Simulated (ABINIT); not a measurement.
## Phonon calculation of ZnSe (part 3 of 3)

The same run, continued: ZnSe (F-43m, 2 atoms in the cell); Kohn-Sham DFT of a periodic cell, PBE, SG15 NC PBE v1.2, no spin polarisation (ABINIT 10.8.3); cutoff 1061.24 eV, 4×4×4 k-mesh, fixed occupations. The structure derives from an entry of the Crystallography Open Database.

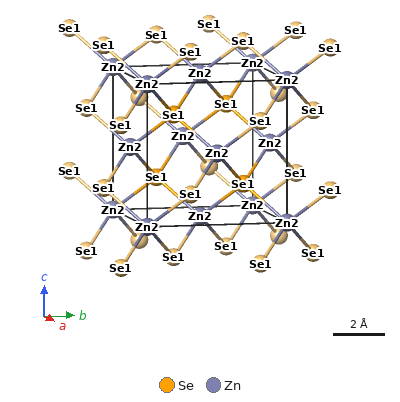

Figure 1. The structure (ball-and-stick view of the cell 4 times as large as that of the calculation, set on its symmetry axes, seen slightly off an axis; neighbours outside the cell are drawn fainter; atoms are numbered from 1 in the order of the input).

**What the program printed, continued**
```
 Real(R)+Recip(G) space primitive vectors, cartesian coordinates (Bohr,Bohr^-1):
 R(1)=  0.0000000  5.3551059  5.3551059  G(1)= -0.0933688  0.0933688  0.0933688
 R(2)=  5.3551059  0.0000000  5.3551059  G(2)=  0.0933688 -0.0933688  0.0933688
 R(3)=  5.3551059  5.3551059  0.0000000  G(3)=  0.0933688  0.0933688 -0.0933688
 Unit cell volume ucvol=  3.0713845E+02 bohr^3
 Angles (23,13,12)=  6.00000000E+01  6.00000000E+01  6.00000000E+01 degrees
 setup1 : take into account q-point for computing boxcut.

 getcut: wavevector=  0.0000  0.0000  0.0000  ngfft=  45  45  45
         ecut(hartree)=     39.000   => boxcut(ratio)=   2.06668
--------------------------------------------------------------------------------

 ==>  initialize data related to q vector <==

 The list of irreducible perturbations for this q vector is:
    1)    idir= 1    ipert=   1
    2)    idir= 1    ipert=   2
    3)    idir= 1    ipert=   4

================================================================================

 The perturbation idir=   2  ipert=   1 is
 symmetric of a previously calculated perturbation.
 So, its SCF calculation is not needed.

 The perturbation idir=   3  ipert=   1 is
 symmetric of a previously calculated perturbation.
 So, its SCF calculation is not needed.

 The perturbation idir=   2  ipert=   2 is
 symmetric of a previously calculated perturbation.
 So, its SCF calculation is not needed.

 The perturbation idir=   3  ipert=   2 is
 symmetric of a previously calculated perturbation.
 So, its SCF calculation is not needed.

 The perturbation idir=   2  ipert=   4 is
 symmetric of a previously calculated perturbation.
 So, its SCF calculation is not needed.

 The perturbation idir=   3  ipert=   4 is
 symmetric of a previously calculated perturbation.
 So, its SCF calculation is not needed.

--------------------------------------------------------------------------------
 Perturbation wavevector (in red.coord.)   0.000000  0.000000  0.000000
 Perturbation : displacement of atom   1   along direction   1
 Found     2 symmetries that leave the perturbation invariant.
 symkpt : the number of k-points, thanks to the symmetries,
 is reduced to    72 .

--------------------------------------------------------------------------------

--------------------------------------------------------------------------------

 Initialisation of the first-order wave-functions :
  ireadwf=   0

--- !BeginCycle
iteration_state: {dtset: 3, }
solver: {iscf: 7, nstep: 80, nline: 4, wfoptalg: 0, }
tolerances: {tolvrs: 1.00E-09, }
...

     iter   2DEtotal(Ha)        deltaE(Ha) residm    vres2
-ETOT  1   3.8850766650879     -2.645E+02 1.520E+00 6.892E+02
 ETOT  2   3.3738292594171     -5.112E-01 6.044E-02 2.544E+01
 ETOT  3   3.3622527158012     -1.158E-02 7.044E-04 2.243E+00
 ETOT  4   3.3617074374812     -5.453E-04 1.313E-04 1.611E-02
 ETOT  5   3.3617003858799     -7.052E-06 1.488E-06 2.364E-03
 ETOT  6   3.3617001115705     -2.743E-07 4.023E-07 1.034E-03
 ETOT  7   3.3616997092155     -4.024E-07 3.129E-09 1.994E-05
 ETOT  8   3.3616997044830     -4.732E-09 1.080E-09 3.802E-07
 ETOT  9   3.3616997043938     -8.913E-11 1.623E-11 7.132E-08
 ETOT 10   3.3616997043655     -2.836E-11 4.065E-12 1.089E-09
 ETOT 11   3.3616997043651     -3.979E-13 1.175E-13 9.805E-11

 At SCF step   11       vres2   =  9.80E-11 < tolvrs=  1.00E-09 =>converged.
-open ddk wf file :runo_DS2_1WF7
-open ddk wf file :runo_DS2_1WF8
-open ddk wf file :runo_DS2_1WF9
================================================================================

 ----iterations are completed or convergence reached----

 Mean square residual over all n,k,spin=   75.275E-17; max=  11.750E-14

 2DEtotal=    0.3361699704E+01 Ha. Also 2DEtotal=    0.914765090985E+02 eV
    (2DErelax=   -2.6503518730E+02 Ha. 2DEnonrelax=    2.6839688700E+02 Ha)
    (  non-var. 2DEtotal :    3.3616997746E+00 Ha)

--------------------------------------------------------------------------------
 Perturbation wavevector (in red.coord.)   0.000000  0.000000  0.000000
 Perturbation : displacement of atom   2   along direction   1
 Found     2 symmetries that leave the perturbation invariant.
 symkpt : the number of k-points, thanks to the symmetries,
 is reduced to    72 .

--------------------------------------------------------------------------------

--------------------------------------------------------------------------------

 Initialisation of the first-order wave-functions :
  ireadwf=   0

--- !BeginCycle
iteration_state: {dtset: 3, }
solver: {iscf: 7, nstep: 80, nline: 4, wfoptalg: 0, }
tolerances: {tolvrs: 1.00E-09, }
...

     iter   2DEtotal(Ha)        deltaE(Ha) residm    vres2
-ETOT  1   34.058664389988     -2.704E+04 2.625E+01 5.043E+03
 ETOT  2   4.9368349323559     -2.912E+01 3.192E-01 4.999E+03
 ETOT  3   3.5203676245437     -1.416E+00 8.106E-03 7.210E+02
 ETOT  4   3.4102047558990     -1.102E-01 5.088E-04 1.583E+02
 ETOT  5   3.3809870012883     -2.922E-02 1.000E-04 1.993E+00
 ETOT  6   3.3805792889289     -4.077E-04 7.302E-06 9.942E-02
 ETOT  7   3.3805517840010     -2.750E-05 1.055E-07 5.263E-03
 ETOT  8   3.3805505964556     -1.188E-06 5.196E-09 5.133E-04
 ETOT  9   3.3805504380871     -1.584E-07 8.809E-10 5.527E-06
 ETOT 10   3.3805504364464     -1.641E-09 3.837E-11 1.171E-07
 ETOT 11   3.3805504364936      4.729E-11 4.398E-12 1.620E-08
 ETOT 12   3.3805504363372     -1.564E-10 1.684E-13 2.892E-10

 At SCF step   12       vres2   =  2.89E-10 < tolvrs=  1.00E-09 =>converged.
-open ddk wf file :runo_DS2_1WF7
-open ddk wf file :runo_DS2_1WF8
-open ddk wf file :runo_DS2_1WF9
================================================================================

 ----iterations are completed or convergence reached----

 Mean square residual over all n,k,spin=   45.848E-16; max=  16.844E-14

 2DEtotal=    0.3380550436E+01 Ha. Also 2DEtotal=    0.919894636472E+02 eV
    (2DErelax=   -2.7072231608E+04 Ha. 2DEnonrelax=    2.7075612158E+04 Ha)
    (  non-var. 2DEtotal :    3.3805538425E+00 Ha)

--------------------------------------------------------------------------------
 Perturbation wavevector (in red.coord.)   0.000000  0.000000  0.000000
 Perturbation : homogeneous electric field along direction   1
 The set of symmetries contains only one element for this perturbation.
 symkpt : not enough symmetry to change the number of k points.

--------------------------------------------------------------------------------

--------------------------------------------------------------------------------

 Initialisation of the first-order wave-functions :
  ireadwf=   0

--- !BeginCycle
iteration_state: {dtset: 3, }
solver: {iscf: 7, nstep: 80, nline: 4, wfoptalg: 0, }
tolerances: {tolvrs: 1.00E-09, }
...

     iter   2DEtotal(Ha)        deltaE(Ha) residm    vres2
-ETOT  1  -152.41069103811     -1.524E+02 1.591E+01 4.390E+04
 ETOT  2  -161.67126912024     -9.261E+00 5.913E-01 2.272E+03
 ETOT  3  -162.16092328530     -4.897E-01 2.394E-02 2.351E+01
 ETOT  4  -162.16514215191     -4.219E-03 1.796E-03 1.499E+00
 ETOT  5  -162.16540345335     -2.613E-04 2.699E-04 4.790E-01
 ETOT  6  -162.16557056400     -1.671E-04 1.123E-05 1.741E-02
 ETOT  7  -162.16557844613     -7.882E-06 1.057E-06 3.258E-04
 ETOT  8  -162.16557859825     -1.521E-07 9.511E-08 7.145E-06
 ETOT  9  -162.16557860552     -7.271E-09 6.097E-09 1.080E-06
 ETOT 10  -162.16557860634     -8.199E-10 7.159E-10 2.427E-08
 ETOT 11  -162.16557860638     -3.720E-11 4.057E-11 1.717E-09
 ETOT 12  -162.16557860638     -2.530E-12 5.702E-12 1.468E-10

 At SCF step   12       vres2   =  1.47E-10 < tolvrs=  1.00E-09 =>converged.
-open ddk wf file :runo_DS2_1WF7
-open ddk wf file :runo_DS2_1WF8
-open ddk wf file :runo_DS2_1WF9
================================================================================

 ----iterations are completed or convergence reached----

 Mean square residual over all n,k,spin=   13.038E-15; max=  57.022E-13

 2DEtotal=   -0.1621655786E+03 Ha. Also 2DEtotal=   -0.441275019526E+04 eV
    (  non-var. 2DEtotal :   -1.6216557631E+02 Ha)
================================================================================

 ---- first-order wavefunction calculations are completed ----

 ==> Compute Derivative Database <==
 The violation of the charge neutrality conditions
 by the effective charges is as follows :
    atom        electric field
 displacement     direction
       1               1       -0.024949        0.000000
       1               2        0.000000        0.000000
       1               3       -0.000000        0.000000
       2               1        0.000000        0.000000
       2               2       -0.024949        0.000000
       2               3        0.000000        0.000000
       3               1       -0.000000        0.000000
       3               2       -0.000000        0.000000
       3               3       -0.024949        0.000000

 Effective charge tensors after
 imposition of the charge neutrality (if requested by user),
 and eventual restriction to some part :
   atom    displacement
         1         1   -2.068633E+00    1.047088E-15    1.059996E-15
         1         2    1.589100E-16   -2.068633E+00   -1.034181E-15
         1         3   -1.589100E-16   -1.047088E-15   -2.068633E+00
         2         1    2.068633E+00   -1.047088E-15   -1.059996E-15
         2         2   -1.589100E-16    2.068633E+00    1.034181E-15
         2         3    1.589100E-16    1.047088E-15    2.068633E+00
 Now, the imaginary part of the dynamical matrix is zeroed

  Dynamical matrix, in cartesian coordinates,
   if specified in the inputs, asr has been imposed
     j1       j2             matrix element
  dir pert dir pert     real part    imaginary part

   1    1   1    1         0.0586171114         0.0000000000
   1    1   1    2        -0.0586171114         0.0000000000

   2    1   2    1         0.0586171114         0.0000000000
   2    1   2    2        -0.0586171114         0.0000000000

   3    1   3    1         0.0586171114         0.0000000000
   3    1   3    2        -0.0586171114         0.0000000000

   1    2   1    1        -0.0586172020         0.0000000000
   1    2   1    2         0.0586172020         0.0000000000

   2    2   2    1        -0.0586172020         0.0000000000
   2    2   2    2         0.0586172020         0.0000000000

   3    2   3    1        -0.0586172020         0.0000000000
   3    2   3    2         0.0586172020         0.0000000000

  Dielectric tensor, in cartesian coordinates,
     j1       j2             matrix element
  dir pert dir pert     real part    imaginary part

   1    4   1    4         7.4261295267        -0.0000000000

   2    4   2    4         7.4261295267        -0.0000000000

   3    4   3    4         7.4261295267        -0.0000000000

  Effective charges, in cartesian coordinates,
  (from electric field response)
   if specified in the inputs, charge neutrality has been imposed
     j1       j2             matrix element
  dir pert dir pert     real part    imaginary part

   1    1   1    4        -2.0686327037         0.0000000000
   1    2   1    4         2.0686327037         0.0000000000

   2    1   2    4        -2.0686327037         0.0000000000
   2    2   2    4         2.0686327037         0.0000000000

   3    1   3    4        -2.0686327037         0.0000000000
   3    2   3    4         2.0686327037         0.0000000000

  Effective charges, in cartesian coordinates,
  (from phonon response)
   if specified in the inputs, charge neutrality has been imposed
     j1       j2             matrix element
  dir pert dir pert     real part    imaginary part

   1    4   1    1        -2.0686329051         0.0000000000

   2    4   2    1        -2.0686329051         0.0000000000

   3    4   3    1        -2.0686329051         0.0000000000

   1    4   1    2         2.0686329051         0.0000000000

   2    4   2    2         2.0686329051         0.0000000000

   3    4   3    2         2.0686329051         0.0000000000

  Phonon wavevector (reduced coordinates) :  0.00000  0.00000  0.00000
 Phonon energies in Hartree :
   0.000000E+00  0.000000E+00  0.000000E+00  9.481597E-04  9.481597E-04
   9.481597E-04
 Phonon frequencies in cm-1    :
   0.000000E+00  0.000000E+00  0.000000E+00  2.080970E+02  2.080970E+02
   2.080970E+02

  Phonon at Gamma, with non-analyticity in the
  direction (cartesian coordinates)  1.00000  0.00000  0.00000
 Phonon energies in Hartree :
   0.000000E+00  0.000000E+00  0.000000E+00  9.481597E-04  9.481597E-04
   1.122764E-03
 Phonon frequencies in cm-1    :
   0.000000E+00  0.000000E+00  0.000000E+00  2.080970E+02  2.080970E+02
   2.464181E+02

  Phonon at Gamma, with non-analyticity in the
  direction (cartesian coordinates)  0.00000  1.00000  0.00000
 Phonon energies in Hartree :
   0.000000E+00  0.000000E+00  0.000000E+00  9.481597E-04  9.481597E-04
   1.122764E-03
 Phonon frequencies in cm-1    :
   0.000000E+00  0.000000E+00  0.000000E+00  2.080970E+02  2.080970E+02
   2.464181E+02

  Phonon at Gamma, with non-analyticity in the
  direction (cartesian coordinates)  0.00000  0.00000  1.00000
 Phonon energies in Hartree :
   0.000000E+00  0.000000E+00  0.000000E+00  9.481597E-04  9.481597E-04
   1.122764E-03
 Phonon frequencies in cm-1    :
   0.000000E+00  0.000000E+00  0.000000E+00  2.080970E+02  2.080970E+02
   2.464181E+02

== END DATASET(S) ==============================================================
================================================================================

 -outvars: echo values of variables after computation  --------
            acell      7.5732633804E+00  7.5732633804E+00  7.5732633804E+00 Bohr
           etotal1    -2.0967228123E+02
           etotal2    -3.4631826584E+01
           etotal3    -1.6216557861E+02
            fcart1    -0.0000000000E+00 -0.0000000000E+00 -0.0000000000E+00
                      -0.0000000000E+00 -0.0000000000E+00 -0.0000000000E+00
            fcart3     0.0000000000E+00  0.0000000000E+00  0.0000000000E+00
                       0.0000000000E+00  0.0000000000E+00  0.0000000000E+00
            rprim      0.0000000000E+00  7.0710678120E-01  7.0710678120E-01
                       7.0710678120E-01  0.0000000000E+00  7.0710678120E-01
                       7.0710678120E-01  7.0710678120E-01  0.0000000000E+00
           strten1    -7.0731897890E-05 -7.0731897890E-05 -7.0731897890E-05
                       0.0000000000E+00  0.0000000000E+00  0.0000000000E+00
           strten3     0.0000000000E+00  0.0000000000E+00  0.0000000000E+00
                       0.0000000000E+00  0.0000000000E+00  0.0000000000E+00
           xangst      4.2506999972E+00  4.2506999972E+00  4.2506999972E+00
                       0.0000000000E+00  0.0000000000E+00  0.0000000000E+00
             xred      7.5000000000E-01  7.5000000000E-01  7.5000000000E-01
                       0.0000000000E+00  0.0000000000E+00  0.0000000000E+00
 Calculation completed.
```

This output came from the following input.

**Input file**
```
ndtset 3

pp_dirpath "./"
pseudos "Se_ONCV_PBE-1.2.upf, Zn_ONCV_PBE-1.2.upf"

acell 7.5732633804 7.5732633804 7.5732633804
rprim
     0.0000000000     0.7071067812     0.7071067812
     0.7071067812     0.0000000000     0.7071067812
     0.7071067812     0.7071067812     0.0000000000
ntypat 2
znucl 34 30
natom 2
typat 1 2
xred
            3/4            3/4            3/4
            0.0            0.0            0.0

ecut 39.0

ngkpt 4 4 4
nshiftk 4
shiftk
     0.5000000000     0.5000000000     0.5000000000
     0.5000000000     0.0000000000     0.0000000000
     0.0000000000     0.5000000000     0.0000000000
     0.0000000000     0.0000000000     0.5000000000

ixc 11

nband 13
occopt 1

nstep 80
diemac 6.0

prteig 0
prtebands 0
prtwf 0
prtden 0
prtpot 0

kptopt1 1
tolvrs1 1.0e-15
prtwf1 1

iscf2 -3
rfelfd2 2
rfdir2 1 1 1
getwfk2 1
kptopt2 2
nqpt2 1
qpt2 0.0 0.0 0.0
tolwfr2 1.0e-18
prtwf2 1

rfelfd3 3
rfphon3 1
rfatpol3 1 2
rfdir3 1 1 1
getwfk3 1
getddk3 2
kptopt3 2
nqpt3 1
qpt3 0.0 0.0 0.0
tolvrs3 1.0e-9
```

**File mrgddb.in**
```
merged_DDB
ZnSe
2
runo_DS1_DDB
runo_DS3_DDB
```

**File anaddb.abi**
```
ddb_filepath "merged_DDB"
output_file "anaddb.abo"
outdata_prefix "ana"
asr 1
chneut 1
dipdip 1
dieflag 1
enunit 0
nfreq 1
frmin 0.0
frmax 0.0
eivec 1
nph1l 1
qph1l 0.0 0.0 0.0 1.0
nph2l 3
qph2l
  1.0 0.0 0.0 0.0
  0.0 1.0 0.0 0.0
  0.0 0.0 1.0 0.0
```

Launched with:
```bash
mpirun --bind-to none -np 4 abinit run.abi > log 2>&1
mrgddb < mrgddb.in > mrgddb.log 2>&1
anaddb anaddb.abi > anaddb.log 2>&1
```

**Results in brief**

```csv
quantity,value
outcome,converged
space group (tolerance 0.01 Å),F-43m (216)
electrons treated,26
free energy,−5705.4734 eV
Fermi energy of the self-consistent step,3.216 eV
pressure,2.08 GPa
largest force (length of the vector),under 0.001 eV/Å
"ε∞ (xx, yy, zz)","7.43, 7.43, 7.43"
Born charges (mean of the diagonal),Se1 (−2.07 e); Zn2 (2.07 e)
hardware,"4 threads of Arm Neoverse V1, 24 GiB of memory available, shared host"
wall time,5.9 min (CPU time 23 min)
peak memory,0.64 GiB
```
